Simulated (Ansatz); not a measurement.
A series of calculations on HF

### Relaxation

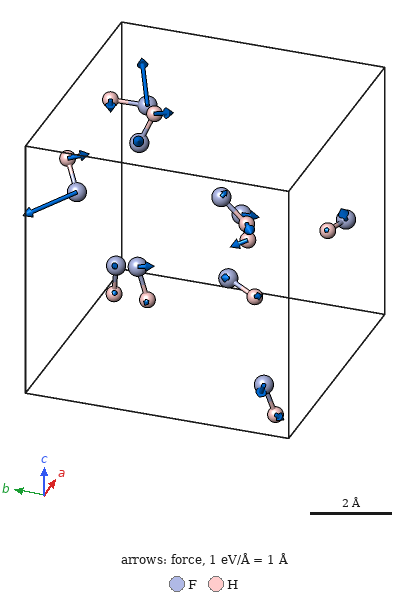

Starting geometry of an amorphous cell of composition HF with the computed forces as blue arrows. The picture is a ball-and-stick view of the cell of the calculation, seen from a free direction.

The cell holds 10 HF. The run prepares the start of a later molecular dynamics calculation, from a guessed geometry.

Method: DFT LDA, scalar-relativistic, plane waves, PAW (Ansatz 0.2.0).

Input
```yaml
accuracy: low
crystal:
  lattice:
    - [6.979532, 0.0, 0.0]
    - [0.0, 6.979532, 0.0]
    - [0.0, 0.0, 6.979532]
  atoms:
    - { symbol: F, position: [0.7062384, 0.4365741, 0.4718972] }
    - { symbol: H, position: [0.594574, 0.3720908, 0.4361683] }
    - { symbol: F, position: [0.5422225, 0.8536115, 0.2706488] }
    - { symbol: H, position: [0.5680147, 0.8708122, 0.1404855] }
    - { symbol: F, position: [0.0374301, 0.587122, 0.5683891] }
    - { symbol: H, position: [0.0409604, 0.5515158, 0.4394577] }
    - { symbol: F, position: [0.1313087, 0.1418708, 0.1253585] }
    - { symbol: H, position: [0.1559714, 0.1068301, -0.001399] }
    - { symbol: F, position: [0.9444679, 0.1267932, 0.3885076] }
    - { symbol: H, position: [0.8134895, 0.1482934, 0.405418] }
    - { symbol: F, position: [0.9848088, 0.5889701, 0.0459636] }
    - { symbol: H, position: [0.9320084, 0.4689357, 0.0193658] }
    - { symbol: F, position: [0.6859791, 0.8179514, 0.701746] }
    - { symbol: H, position: [0.6975757, 0.7643902, 0.8238128] }
    - { symbol: F, position: [0.9860725, 0.8965691, 0.6884243] }
    - { symbol: H, position: [0.9449351, 1.0221404, 0.7094755] }
    - { symbol: F, position: [0.3950001, 0.3999901, 0.7050209] }
    - { symbol: H, position: [0.4023877, 0.3062913, 0.6097868] }
    - { symbol: F, position: [0.4064331, 0.9531607, 0.6180673] }
    - { symbol: H, position: [0.4883164, 1.0182625, 0.7014967] }
basis:
  ecutwfc: 420.0
kpoints:
  mp_grid: { grid: [1, 1, 1] }
hamiltonian:
  xc: lda
scf:
  occupations: { method: fermi_dirac, width: 0.05 }
  lower_state_search: "off"
relax:
  f_tol: 0.3
  max_steps: 15
  adjacent_minimum: "off"
output:
  write_density: true
  write_potential: true
  elf: true
  volumetric_format: npy
```

Launched with:
```bash
ansatz run input.yaml --threads 1 --pin off --max-ram 3072MiB --backend cpu --events-out ev --progress --plain --runs-dir out
```

What follows when this structure is relaxed?

Answer. It isn't relaxed: the largest force vector, on F15, is 1.60 eV/Å. The final displacements have little in common with the starting forces (cosine between the two patterns 0.23). The atom that moves furthest is F7 (1.32 Å along [−1 1 −2]). By element the largest moves are F 1.32 Å, H 1.26 Å. The cell stays as it was. Near-neighbour distances that change, for instance: H18–F19 2.466 → 1.206 Å, H2–F17 2.345 → 1.164 Å, F9–H16 2.356 → 1.186 Å, F1–H10 2.196 → 1.267 Å. After 14 accepted moves (15 points after the start) the energy has fallen by 5.996 eV per cell of the calculation. The largest force component goes from 1.4 to 0.29 eV/Å. 1 step only repeated the SCF at the same geometry. The forces were under the threshold at step 11, but the run went on from there. Cost: 25 s on 1 thread of Arm Neoverse V1, with other jobs on the host, peak memory 0.34 GiB.

Limits of the set-up: the program's low-accuracy preset was used; the periodic images lie only 7.0 Å apart, so the values are limited by the cell's size.

### Dynamics

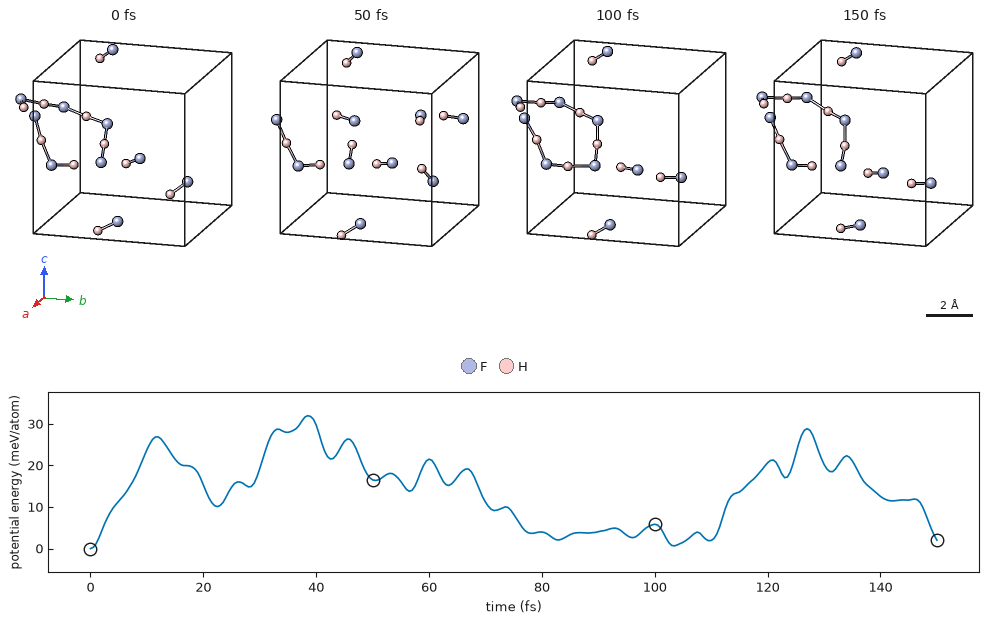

A Born-Oppenheimer molecular dynamics run of a periodic cell with 10 HF at 0.977 g/cm³, 150 fs long. Frames and the history of the run. Style: ball-and-stick. Shown: the simulation cell, slightly off an axis. Atoms that leave the cell re-enter on the other side.

Computed with DFT LDA, scalar-relativistic, plane waves, PAW (Ansatz 0.2.0). Set-up: plane-wave cutoff 420 eV; k-point mesh 1 × 1 × 1; Fermi-Dirac smearing 0.05 eV; low-accuracy preset; Langevin thermostat (NVT); set temperature 400 K; time step 0.5 fs; H given the mass 2.014 u; friction 0.02 per fs.

Input file:
```yaml
accuracy: low
crystal:
  lattice:
    - [6.979532, 0.0, 0.0]
    - [0.0, 6.979532, 0.0]
    - [0.0, 0.0, 6.979532]
  atoms:
    - { symbol: F, position: [0.76565807, 0.3722937, 0.43269878] }
    - { symbol: H, position: [0.63076327, 0.3518803, 0.51624028] }
    - { symbol: F, position: [0.61233018, 0.8954329, 0.30822022] }
    - { symbol: H, position: [0.66657568, 0.79721583, 0.23200091] }
    - { symbol: F, position: [-0.06096218, 0.68236555, 0.53057548] }
    - { symbol: H, position: [-0.11962948, 0.57238782, 0.47273774] }
    - { symbol: F, position: [0.065217, 0.23141946, -0.02813024] }
    - { symbol: H, position: [0.01197638, 0.13059857, -0.10851085] }
    - { symbol: F, position: [0.96218733, 0.10515018, 0.44522707] }
    - { symbol: H, position: [0.872439, 0.22553088, 0.43375414] }
    - { symbol: F, position: [0.88486736, 0.51806121, 0.08989024] }
    - { symbol: H, position: [0.95269677, 0.40876879, 0.03904596] }
    - { symbol: F, position: [0.65059287, 0.80672596, 0.76952908] }
    - { symbol: H, position: [0.78285873, 0.86639014, 0.75567666] }
    - { symbol: F, position: [0.93656382, 0.9872618, 0.75020109] }
    - { symbol: H, position: [0.95435891, 1.03569573, 0.60017706] }
    - { symbol: F, position: [0.49395945, 0.32847289, 0.60862107] }
    - { symbol: H, position: [0.45948109, 0.17978204, 0.63630921] }
    - { symbol: F, position: [0.41375176, 1.0169329, 0.67141787] }
    - { symbol: H, position: [0.52250849, 0.91980875, 0.71240964] }
basis:
  ecutwfc: 420.0
kpoints:
  mp_grid: { grid: [1, 1, 1] }
hamiltonian:
  xc: lda
scf:
  occupations: { method: fermi_dirac, width: 0.05 }
  lower_state_search: "off"
md:
  timestep: 0.5
  n_steps: 300
  ensemble: nvt_langevin
  temperature: 400.0
  initial_velocities: maxwell_boltzmann
  seed: 921895
  friction: 0.02
  masses: [{ species: H, mass: 2.014 }]
```

Command:
```bash
ansatz run input.yaml --threads 1 --pin off --max-ram 3072MiB --backend cpu --events-out ev --progress --plain --runs-dir out
```

### Describe the run.

Root-mean-square distances from the starting positions over the second half, with the common drift of all atoms taken out: H 0.41 Å, F 0.34 Å. The heavy atoms stay within a fraction of a molecule's size of their starting places; so short a run doesn't tell a liquid from a solid. Bond changes: one F–H bond breaks at about 128 fs. Over the second half the temperature averages 295 K (spread ±53 K). The potential energy is still drifting at the end, so the run hasn't reached equilibrium. The potential energy in the second half lies on average 10.1 meV per atom above the first frame.

Limits of the set-up: the program's low-accuracy preset was used; masses were changed (H 2.014 u), which shifts the vibrations; the periodic images lie only 7.0 Å apart, so the values are limited by the cell's size.

Cost: 4.7 min on 1 thread of Arm Neoverse V1, with other jobs on the host, peak memory 0.34 GiB.

### Dynamics

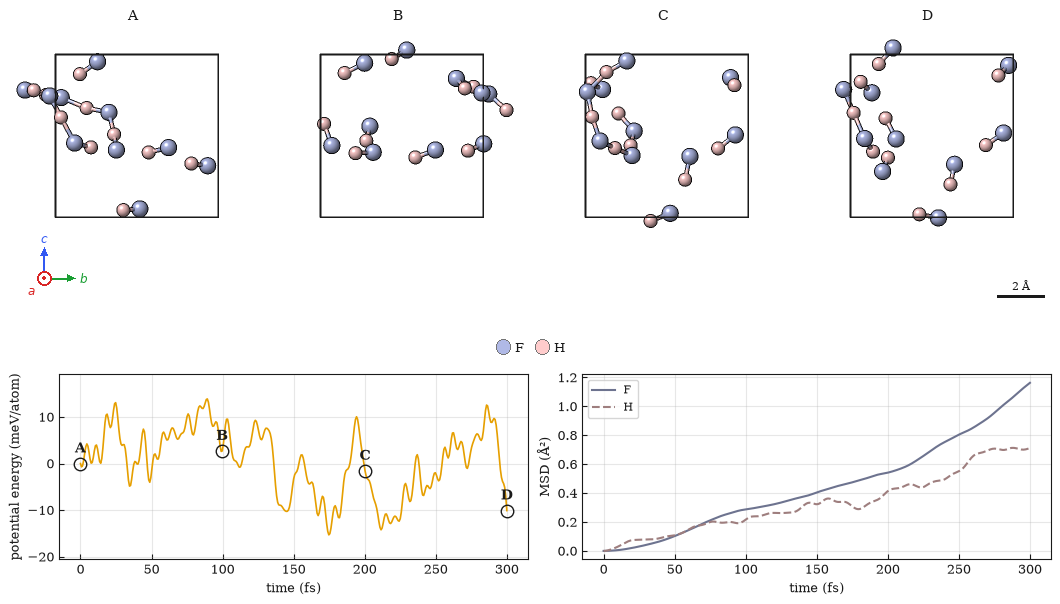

A Born-Oppenheimer molecular dynamics run of a periodic cell with 10 HF at 0.977 g/cm³, 300 fs long. It starts from the last geometry of an earlier run, with fresh velocities. Frames (A at 0 fs, B at 100 fs, C at 200 fs, D at 300 fs) and the history of the run. Style: ball-and-stick. Shown: the simulation cell, along the a axis. Atoms that leave the cell re-enter on the other side.

These are results of DFT LDA, scalar-relativistic, plane waves, PAW in Ansatz 0.2.0, not measurements. Settings: plane-wave cutoff 420 eV; k-point mesh 1 × 1 × 1; Fermi-Dirac smearing 0.05 eV; low-accuracy preset; constant energy (NVE); velocities drawn for 400 K; time step 0.75 fs; H given the mass 2.014 u.

What do the frames and curves show?

Answer. The mean temperature in the second half is 421 K (standard deviation 56 K). The potential energy in the second half lies on average 2.6 meV per atom below the first frame. In the second half of the run the atoms are, in the root-mean-square, this far from where they began (common drift taken out): F 0.84 Å, H 0.70 Å. The molecules turn and drift from their places. Bond changes: 7 F–H bonds break between 70 fs and 284 fs; 3 F–H bonds form between 164 fs and 193 fs. The total energy stays between −0.05 and 0.15 meV per atom of its start. A straight-line fit has a slope that amounts to −0.016 meV per atom over 300 fs (under 0.1 % of the mean kinetic energy), and the ripple about it is 0.6 % of the kinetic energy's fluctuation. With a drift under 2 % and a ripple under 7 %, the integration is accurate.

Limits of the set-up: the program's low-accuracy preset was used; masses were changed (H 2.014 u), which shifts the vibrations; the periodic images lie only 7.0 Å apart, so the values are limited by the cell's size.

Cost: 5.6 min on 1 thread of Arm Neoverse V1, on a shared host, peak memory 0.34 GiB.
